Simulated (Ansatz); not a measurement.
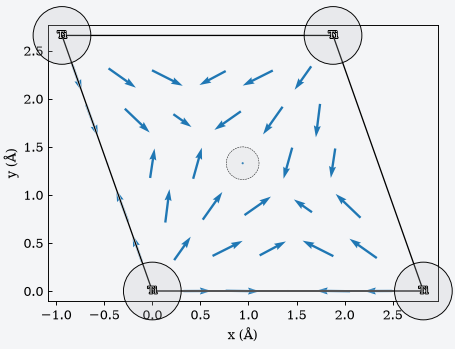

H on a Ti(110) slab cut from the Im-3m phase, its upper half relaxed before the scan (3 atoms of substrate and one adsorbate in a 1 × 1 cell). 
- H is moved over the surface cell; relaxed at each place: the height of the adsorbate's atoms; substrate rigid; the origin of the map has the adsorbate above Ti3.
- Places are given modulo a cell vector. The map is drawn in real space over the plane of the surface.
- The scan uses a 6 × 6 grid; 13 points were computed and 23 follow by symmetry.
- With one adsorbate in each 1 × 1 cell, its nearest image is 2.8 Å away, so neighbouring adsorbates interact.
- Level of theory: DFT PBE, scalar-relativistic, plane waves, PAW in Ansatz 0.2.0. Settings: cutoff 420 eV, k-mesh 10×10×1, gaussian smearing 0.1 eV, no spin polarisation.

In the figure: arrows along the force (downhill), their lengths compressed, labelled circles for the atoms of the top layer and small ones for the second layer, the outline of one cell of the plane.

Question: The arrows alone are given. Where are the wells?

Answer: The arrows converge at about (0.36, 0.64) of the cell vectors; about (0.62, 0.38) of the cell vectors (read from the interpolated surface).

The energy map of the same scan:

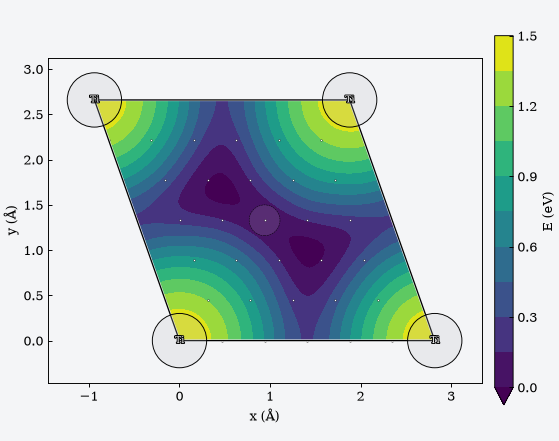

Energies are in eV, from the lowest grid point; between grid points the surface is interpolated.

PAW datasets: the set soft_1.
